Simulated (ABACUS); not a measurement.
# Band-structure run of MgO

MgO (Fm-3m, 2 atoms in the cell), computed with Kohn-Sham DFT of a periodic cell, revTPSS, SG15 ONCV 1.2 PBE, no spin polarisation (ABACUS 3.10.1).

The structure derives from a Materials Project entry. It belongs to a series of runs on one base structure; here: bands on the converged density.

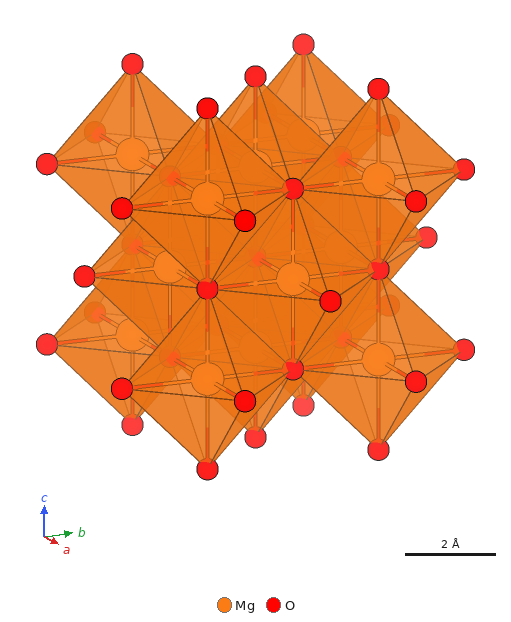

Figure 1. The input geometry (polyhedral view of the cell 4 times as large as that of the calculation, set on its symmetry axes, seen slightly off an axis; polyhedra are completed across the faces of the cell).

**The input**
```
INPUT_PARAMETERS
suffix              MgO
calculation         nscf
basis_type          pw
pseudo_dir          ./
symmetry            -1
dft_functional      MGGA_X_REVTPSS+MGGA_C_REVTPSS
ecutwfc             97.0
pseudo_rcut         10
nspin               1
nbands              18
ks_solver           dav
smearing_method     fd
smearing_sigma      0.00367493
scf_thr             1e-08
scf_nmax            100
mixing_type         broyden
mixing_beta         0.7
mixing_tau          1
init_chg            file
pw_diag_thr         1e-07
out_band            1
kpar                4
```

**File STRU**
```
ATOMIC_SPECIES
Mg 24.3050 Mg_ONCV_PBE-1.2.upf
O 15.9990 O_ONCV_PBE-1.2.upf

LATTICE_CONSTANT
1.8897261246

LATTICE_VECTORS
0.0000000000 2.0970013927 2.0970013927
2.0970013927 0.0000000000 2.0970013927
2.0970013927 2.0970013927 0.0000000000

ATOMIC_POSITIONS
Direct

Mg
0.0
1
0.0000000000 0.0000000000 0.0000000000 1 1 1

O
0.0
1
0.5000000000 0.5000000000 0.5000000000 1 1 1
```

**File KPT**
```
K_POINTS
12
Line
0.00000000 0.00000000 0.00000000 10 // G
0.50000000 0.00000000 0.50000000 10 // X
0.50000000 0.25000000 0.75000000 10 // W
0.37500000 0.37500000 0.75000000 10 // K
0.00000000 0.00000000 0.00000000 10 // G
0.50000000 0.50000000 0.50000000 10 // L
0.62500000 0.25000000 0.62500000 10 // U
0.50000000 0.25000000 0.75000000 10 // W
0.50000000 0.50000000 0.50000000 10 // L
0.37500000 0.37500000 0.75000000 1 // K
0.62500000 0.25000000 0.62500000 10 // U
0.50000000 0.00000000 0.50000000 1 // X
```

Run as:
```bash
OMP_NUM_THREADS=1 mpirun -np 4 abacus > log
```

**Output**
```
ABACUS v3.10.1

               Atomic-orbital Based Ab-initio Computation at UStc

 ------------------------------------------------------------------------------------

 READING GENERAL INFORMATION
                           global_out_dir = OUT.MgO/
                           global_in_card = INPUT
                               pseudo_dir = ./
                              orbital_dir =
                                    DSIZE = 4
                                    GSIZE = 1

 READING UNITCELL INFORMATION
                                    ntype = 2
                  lattice constant (Bohr) = 1.88973
              lattice constant (Angstrom) = 1

 READING ATOM TYPE 1
                               atom label = Mg
                      L=0, number of zeta = 1
                      L=1, number of zeta = 1
                      L=2, number of zeta = 1
             number of atom for this type = 1

 READING ATOM TYPE 2
                               atom label = O
                      L=0, number of zeta = 1
                      L=1, number of zeta = 1
                      L=2, number of zeta = 1
             number of atom for this type = 1

                        TOTAL ATOM NUMBER = 2
DIRECT COORDINATES
    atom                   x                   y                   z     mag                  vx                  vy                  vz
taud_Mg1            0.0000000000        0.0000000000        0.0000000000  0.0000        0.0000000000        0.0000000000        0.0000000000
taud_O1            0.5000000000        0.5000000000        0.5000000000  0.0000        0.0000000000        0.0000000000        0.0000000000

                          Volume (Bohr^3) = 124.458
                             Volume (A^3) = 18.4427

 Lattice vectors: (Cartesian coordinate: in unit of a_0)
                   +0              +2.097              +2.097
               +2.097                  +0              +2.097
               +2.097              +2.097                  +0
 Reciprocal vectors: (Cartesian coordinate: in unit of 2 pi/a_0)
            -0.238436           +0.238436           +0.238436
            +0.238436           -0.238436           +0.238436
            +0.238436           +0.238436           -0.238436
 The esolver type has been set to : ksdft_pw

                PAO radial cut off (Bohr) = 10

 Read in pseudopotential file is Mg_ONCV_PBE-1.2.upf
                     pseudopotential type = NC
          exchange-correlation functional = PBE
                 nonlocal core correction = 0
                        valence electrons = 10
                                     lmax = 1
                           number of zeta = 0
                     number of projectors = 4
                           L of projector = 0
                           L of projector = 0
                           L of projector = 1
                           L of projector = 1
 XC functional updated to : MGGA_X_REVTPSS+MGGA_C_REVTPSS
          exchange-correlation functional = MGGA_X_REVTPSS+MGGA_C_REVTPSS
                PAO radial cut off (Bohr) = 10

 Read in pseudopotential file is O_ONCV_PBE-1.2.upf
                     pseudopotential type = NC
          exchange-correlation functional = PBE
                 nonlocal core correction = 0
                        valence electrons = 6
                                     lmax = 1
                           number of zeta = 0
                     number of projectors = 4
                           L of projector = 0
                           L of projector = 0
                           L of projector = 1
                           L of projector = 1
 XC functional updated to : MGGA_X_REVTPSS+MGGA_C_REVTPSS
          exchange-correlation functional = MGGA_X_REVTPSS+MGGA_C_REVTPSS
     initial pseudo atomic orbital number = 0

 SETUP THE ELECTRONS NUMBER
            electron number of element Mg = 10
      total electron number of element Mg = 10
             electron number of element O = 6
       total electron number of element O = 6
            AUTOSET number of electrons:  = 16
                           occupied bands = 8
                                   NBANDS = 18
                                   NLOCAL = 18

%%%%%%%%%%%%%%%%%%%%%%%%%%%%%%%%%%%%%%%%%%%%%%%%%%%%%%%%%%%%%%%%%%%%%%%%%%%%%%%%%%%%%%%%%%%%%%%%%%%%%%%%%%
 Warning: the number of valence electrons in pseudopotential > 2 for Mg: [Ne] 3s2
 Pseudopotentials with additional electrons can yield (more) accurate outcomes, but may be less efficient.
 If you're confident that your chosen pseudopotential is appropriate, you can safely ignore this warning.
%%%%%%%%%%%%%%%%%%%%%%%%%%%%%%%%%%%%%%%%%%%%%%%%%%%%%%%%%%%%%%%%%%%%%%%%%%%%%%%%%%%%%%%%%%%%%%%%%%%%%%%%%%

 SETUP THE PLANE WAVE BASIS
 energy cutoff for charge/potential (unit:Ry) = 388
            fft grid for charge/potential = [ 36, 36, 36 ]
                        fft grid division = [ 1, 1, 1 ]
        big fft grid for charge/potential = [ 36, 36, 36 ]
                                     nbxx = 46656
                                     nrxx = 46656

 SETUP PLANE WAVES FOR CHARGE/POTENTIAL
                    number of plane waves = 16145
                         number of sticks = 847

 PARALLEL PW FOR CHARGE/POTENTIAL
     PROC   COLUMNS(POT)             PW
        1            847          16145
 --------------- sum -------------------
        1            847          16145
                            number of |g| = 208
                                  max |g| = 35.0206
                                  min |g| = 0

----------- Double Check Mixing Parameters Begin ------------
mixing_type: broyden
mixing_beta: 0.7
mixing_gg0: 1
mixing_gg0_min: 0.1
mixing_ndim: 8
----------- Double Check Mixing Parameters End ------------

 SETUP K-POINTS
                                    nspin = 1
                                   nkstot = 102
K-POINTS DIRECT COORDINATES
 KPOINTS    DIRECT_X    DIRECT_Y    DIRECT_Z  WEIGHT
       1  0.00000000  0.00000000  0.00000000  1.0000
       2  0.05000000  0.00000000  0.05000000  1.0000
       3  0.10000000  0.00000000  0.10000000  1.0000
       4  0.15000000  0.00000000  0.15000000  1.0000
       5  0.20000000  0.00000000  0.20000000  1.0000
       6  0.25000000  0.00000000  0.25000000  1.0000
       7  0.30000000  0.00000000  0.30000000  1.0000
       8  0.35000000  0.00000000  0.35000000  1.0000
       9  0.40000000  0.00000000  0.40000000  1.0000
      10  0.45000000  0.00000000  0.45000000  1.0000
      11  0.50000000  0.00000000  0.50000000  1.0000
      12  0.50000000  0.02500000  0.52500000  1.0000
      13  0.50000000  0.05000000  0.55000000  1.0000
      14  0.50000000  0.07500000  0.57500000  1.0000
      15  0.50000000  0.10000000  0.60000000  1.0000
      16  0.50000000  0.12500000  0.62500000  1.0000
      17  0.50000000  0.15000000  0.65000000  1.0000
      18  0.50000000  0.17500000  0.67500000  1.0000
      19  0.50000000  0.20000000  0.70000000  1.0000
      20  0.50000000  0.22500000  0.72500000  1.0000
      21  0.50000000  0.25000000  0.75000000  1.0000
      22  0.48750000  0.26250000  0.75000000  1.0000
      23  0.47500000  0.27500000  0.75000000  1.0000
      24  0.46250000  0.28750000  0.75000000  1.0000
      25  0.45000000  0.30000000  0.75000000  1.0000
      26  0.43750000  0.31250000  0.75000000  1.0000
      27  0.42500000  0.32500000  0.75000000  1.0000
      28  0.41250000  0.33750000  0.75000000  1.0000
      29  0.40000000  0.35000000  0.75000000  1.0000
      30  0.38750000  0.36250000  0.75000000  1.0000
[... 72 further k points ...]

           k-point number in this process = 26
       minimum distributed K point number = 25

[... K-POINTS CARTESIAN COORDINATES: 26 rows ...]

[... K-POINTS DIRECT COORDINATES: 26 rows ...]

 SETUP PLANE WAVES FOR WAVE FUNCTIONS
     energy cutoff for wavefunc (unit:Ry) = 97
              fft grid for wave functions = [ 36, 36, 36 ]
                    number of plane waves = 2637
                         number of sticks = 253

 PARALLEL PW FOR WAVE FUNCTIONS
     PROC   COLUMNS(POT)             PW
        1            253           2637
 --------------- sum -------------------
        1            253           2637

 SETUP NONLOCAL PSEUDOPOTENTIALS IN PLANE WAVE BASIS
 Mg non-local projectors:
 projector 1 L=0
 projector 2 L=0
 projector 3 L=1
 projector 4 L=1
 O non-local projectors:
 projector 1 L=0
 projector 2 L=0
 projector 3 L=1
 projector 4 L=1
      TOTAL NUMBER OF NONLOCAL PROJECTORS = 16

 Init Non-Local PseudoPotential table :
 Init Non-Local-Pseudopotential done.

                                     npwx = 2044

 -------------------------------------------
 NONSELF-CONSISTENT
 -------------------------------------------
                                 init_chg = file
 try to read charge from file
 Read in the charge density: OUT.MgO//MgO-CHARGE-DENSITY.restart
 try to read kinetic energy density from file
 Read in the kinetic energy density: OUT.MgO//MgO-TAU-DENSITY.restart

 PW ALGORITHM --------------- ION=   1  ELEC=   1--------------------------------
 k(1/102) Iter steps (avg)=10 threshold=1e-07
 k(2/102) Iter steps (avg)=10 threshold=1e-07
 k(3/102) Iter steps (avg)=10 threshold=1e-07
 k(4/102) Iter steps (avg)=10 threshold=1e-07
 k(5/102) Iter steps (avg)=11 threshold=1e-07
 k(6/102) Iter steps (avg)=12 threshold=1e-07
 k(7/102) Iter steps (avg)=13 threshold=1e-07
 k(8/102) Iter steps (avg)=19 threshold=1e-07
 k(9/102) Iter steps (avg)=25 threshold=1e-07
 k(10/102) Iter steps (avg)=20 threshold=1e-07
 k(11/102) Iter steps (avg)=18 threshold=1e-07
 k(12/102) Iter steps (avg)=19 threshold=1e-07
 k(13/102) Iter steps (avg)=20 threshold=1e-07
 k(14/102) Iter steps (avg)=24 threshold=1e-07
 k(15/102) Iter steps (avg)=26 threshold=1e-07
 k(16/102) Iter steps (avg)=23 threshold=1e-07
 k(17/102) Iter steps (avg)=21 threshold=1e-07
 k(18/102) Iter steps (avg)=18 threshold=1e-07
 k(19/102) Iter steps (avg)=20 threshold=1e-07
 k(20/102) Iter steps (avg)=18 threshold=1e-07
 k(21/102) Iter steps (avg)=16 threshold=1e-07
 k(22/102) Iter steps (avg)=19 threshold=1e-07
 k(23/102) Iter steps (avg)=16 threshold=1e-07
 k(24/102) Iter steps (avg)=18 threshold=1e-07
 k(25/102) Iter steps (avg)=16 threshold=1e-07
 k(26/102) Iter steps (avg)=19 threshold=1e-07
[... levels at 26 k points of this process ...]

 Density error is 0.00000000000
                          Error Threshold = 1.00000000000e-07
----------------------------------------------------------
     Energy           Rydberg                 eV
----------------------------------------------------------
 E_KohnSham     -140.7067577410      -1914.4136523837
 E_KS(sigma->0) -140.7067577410      -1914.4136523837
 E_Harris       -140.7067577410      -1914.4136523837
 E_band         -20.9227605695       -284.6687616351
 E_one_elec     -55.8321954593       -759.6359900962
 E_Hartree      31.3627511601        426.7121207330
 E_xc           -21.0625477508       -286.5706638074
 E_Ewald        -95.1747656910       -1294.9191192131
 E_entropy(-TS) 0.0000000000         0.0000000000
 E_descf        0.0000000000         0.0000000000
 E_exx          0.0000000000         0.0000000000
 E_Fermi        0.8714875100         11.8571958717
----------------------------------------------------------

 charge density convergence is achieved
 final etot is -1914.4136524 eV
 EFERMI = 11.857195872 eV

 STATE ENERGY(eV) AND OCCUPATIONS    NSPIN == 1
 1/26 kpoint (Cartesian) = 0.0000 0.0000 0.0000 (1989 pws)
       1       -63.7597      0.0196078
       2       -30.3623      0.0196078
       3       -30.3623      0.0196078
       4       -30.3623      0.0196078
       5       -8.98315      0.0196078
       6        8.82817      0.0196078
       7        8.82817      0.0196078
       8        8.82817      0.0196078
       9        13.9724    8.32556e-21
      10        25.0920        0.00000
      11        25.0920        0.00000
      12        25.0920        0.00000
      13        28.3997        0.00000
      14        31.2675        0.00000
      15        31.2675        0.00000
      16        34.2699        0.00000
      17        34.2699        0.00000
      18        34.2699        0.00000

 2/26 kpoint (Cartesian) = 0.0000 0.023844 0.0000 (2025 pws)
       1       -63.7594      0.0196078
       2       -30.3644      0.0196078
       3       -30.3630      0.0196078
       4       -30.3630      0.0196078
       5       -8.94579      0.0196078
       6        8.62355      0.0196078
       7        8.78737      0.0196078
       8        8.78737      0.0196078
       9        14.2038    8.13087e-23
      10        24.4456        0.00000
      11        25.1884        0.00000
      12        25.1884        0.00000
      13        29.2173        0.00000
      14        30.5998        0.00000
      15        31.3474        0.00000
      16        34.3851        0.00000
      17        34.3851        0.00000
      18        34.8656        0.00000

 3/26 kpoint (Cartesian) = 0.0000 0.047687 0.0000 (2017 pws)
       1       -63.7585      0.0196078
       2       -30.3706      0.0196078
       3       -30.3651      0.0196078
       4       -30.3651      0.0196078
       5       -8.83703      0.0196078
       6        8.10778      0.0196078
       7        8.67157      0.0196078
       8        8.67157      0.0196078
       9        14.8024    5.13540e-28
      10        23.2721        0.00000
      11        25.4642        0.00000
      12        25.4642        0.00000
      13        29.2842        0.00000
      14        30.9043        0.00000
      15        31.5862        0.00000
      16        34.7336        0.00000
      17        34.7336        0.00000
      18        35.9605        0.00000

 4/26 kpoint (Cartesian) = 0.0000 0.071531 0.0000 (2009 pws)
       1       -63.7571      0.0196078
       2       -30.3799      0.0196078
       3       -30.3684      0.0196078
       4       -30.3684      0.0196078
       5       -8.66683      0.0196078
       6        7.45073      0.0196078
       7        8.49840      0.0196078
       8        8.49840      0.0196078
       9        15.6026    5.75744e-35
      10        22.0991        0.00000
      11        25.8822        0.00000
      12        25.8822        0.00000
      13        27.8358        0.00000
      14        31.9817        0.00000
      15        32.9330        0.00000
      16        35.3208        0.00000
      17        35.3208        0.00000
      18        37.0046        0.00000

 5/26 kpoint (Cartesian) = 0.0000 0.095374 0.0000 (2001 pws)
       1       -63.7553      0.0196078
       2       -30.3912      0.0196078
       3       -30.3726      0.0196078
       4       -30.3726      0.0196078
       5       -8.45100      0.0196078
       6        6.77318      0.0196078
       7        8.29146      0.0196078
       8        8.29146      0.0196078
       9        16.4861    1.21901e-42
      10        21.0417    3.28462e-82
      11        26.3909        0.00000
      12        26.3909        0.00000
      13        26.4130        0.00000
      14        32.5288        0.00000
      15        35.1881        0.00000
      16        36.1461        0.00000
      17        36.1461        0.00000
      18        37.7322        0.00000

 6/26 kpoint (Cartesian) = 0.0000 0.11922 0.0000 (2020 pws)
       1       -63.7534      0.0196078
       2       -30.4032      0.0196078
       3       -30.3772      0.0196078
       4       -30.3772      0.0196078
       5       -8.21020      0.0196078
       6        6.14544      0.0196078
       7        8.07511      0.0196078
       8        8.07511      0.0196078
       9        17.3758    2.28148e-50
      10        20.1315    2.64423e-74
      11        25.1025        0.00000
      12        26.9353        0.00000
      13        26.9353        0.00000
      14        33.2186        0.00000
      15        37.1852        0.00000
      16        37.1852        0.00000
      17        37.6374        0.00000
      18        37.9120        0.00000

[... levels at 20 further k points ...]

 --------------------------------------------
 !FINAL_ETOT_IS -1914.413652383656 eV
 --------------------------------------------

 Output bands in file: OUT.MgO/BANDS_1.dat
```

**Standard output**
```
ABACUS v3.10.1

               Atomic-orbital Based Ab-initio Computation at UStc

 dft_functional readin is: MGGA_X_REVTPSS+MGGA_C_REVTPSS
 dft_functional in pseudopot file is: PBE
 Please make sure this is what you need
 dft_functional readin is: MGGA_X_REVTPSS+MGGA_C_REVTPSS
 dft_functional in pseudopot file is: PBE
 Please make sure this is what you need

%%%%%%%%%%%%%%%%%%%%%%%%%%%%%%%%%%%%%%%%%%%%%%%%%%%%%%%%%%%%%%%%%%%%%%%%%%%%%%%%%%%%%%%%%%%%%%%%%%%%%%%%%
 Warning: the number of valence electrons in pseudopotential > 2 for Mg: [Ne] 3s2
 Pseudopotentials with additional electrons can yield (more) accurate outcomes, but may be less efficient.
 If you're confident that your chosen pseudopotential is appropriate, you can safely ignore this warning.
%%%%%%%%%%%%%%%%%%%%%%%%%%%%%%%%%%%%%%%%%%%%%%%%%%%%%%%%%%%%%%%%%%%%%%%%%%%%%%%%%%%%%%%%%%%%%%%%%%%%%%%%%

 UNIFORM GRID DIM        : 36 * 36 * 36
 UNIFORM GRID DIM(BIG)   : 36 * 36 * 36
func,idMGGA_X_REVTPSS 212
func,idMGGA_C_REVTPSS 241
 ---------------------------------------------------------
 ---------------------------------------------------------
 SPIN    KPOINTS         PROCESSORS  THREADS
 1       102             4           4
 ---------------------------------------------------------
 Use plane wave basis
 ---------------------------------------------------------
 ELEMENT NATOM       XC
 Mg      1
 O       1
 ---------------------------------------------------------
 Initial plane wave basis and FFT box
 ---------------------------------------------------------
 -------------------------------------------
 NONSELF-CONSISTENT :
 -------------------------------------------
 START CHARGE      : file
 ITER       ETOT/eV          EDIFF/eV         DRHO         DKIN     TIME/s
 DA1     -1.91441365e+03   0.00000000e+00   0.0000e+00   0.0000e+00  14.30
```

**Key numbers**

```tsv
quantity	value
outcome	converged
space group (tolerance 0.01 Å)	Fm-3m (225)
electrons treated	16
Fermi energy of the self-consistent step	11.906 eV
gap on the band path	5.14 eV
hardware	4 threads of Intel Xeon (Granite Rapids), 16 GiB of memory available, shared host
wall time	15 s (CPU time 58 s)
peak memory	0.36 GiB
```
